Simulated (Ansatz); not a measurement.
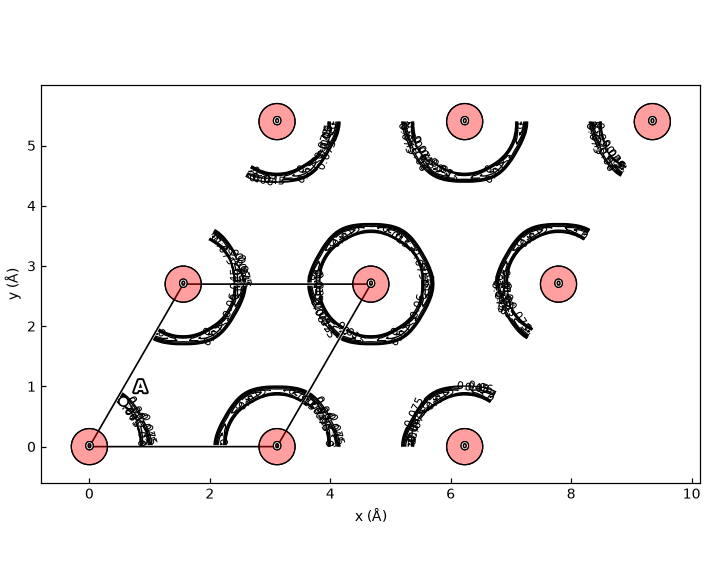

MgO₂ (R-3m phase) with one H guest (13 atoms in the cell, cell charge +1). A guest moved over a lattice plane through the rigid host; the plane is (0 0 1) of the conventional cell, half-way across the widest gap between atomic layers, origin above O6. Places are given modulo a cell vector. The map is drawn in real space over the plane of the scan. Nothing is relaxed (host rigid, guest held in the plane). Grid: 12 × 12 points; 31 points were computed and 113 follow by symmetry. Energies: eV per cell, counted from the lowest grid point. The band gap closes in part of the range. The cell is charged on a uniform background, without a charge correction. The calculation used DFT LDA, scalar-relativistic, plane waves, PAW (Ansatz). Settings: cutoff 420 eV, k-mesh 6×6×6, gaussian smearing 0.05 eV, no spin polarisation.

Drawn: contour lines labelled in eV (none above 0.075), labelled circles for the fixed atoms within 1 Å of the plane, the outline of one cell of the 2 × 2 shown, the point A. Between grid points the surface is interpolated.

> Find the lowest pass out of the well at A.

The easiest path leads from the well at about (0.04, 0.28) of the cell vectors to a well of about the same depth at about (0.28, 0.04) of the cell vectors. Its highest point lies about 0.03 eV above the bottom of the first well on the interpolated surface, at (2/12, 2/12) of the cell vectors [nearest 2 O at 1.16 Å]. This is the barrier on the constrained surface; relaxing the other coordinates would change it.

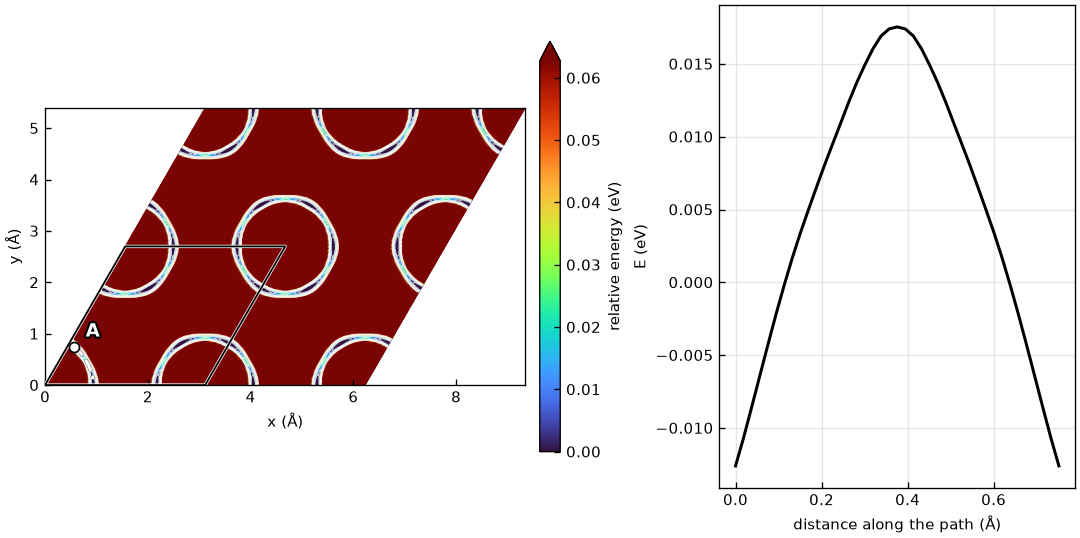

Drawn: a smooth colour map with a few white contour lines, a line along the lowest path, the outline of one cell of the 2 × 2 shown, one colour for all values above the top of the scale, the energy along the path at the right. Between grid points the surface is interpolated.

PAW datasets: the set soft_1.
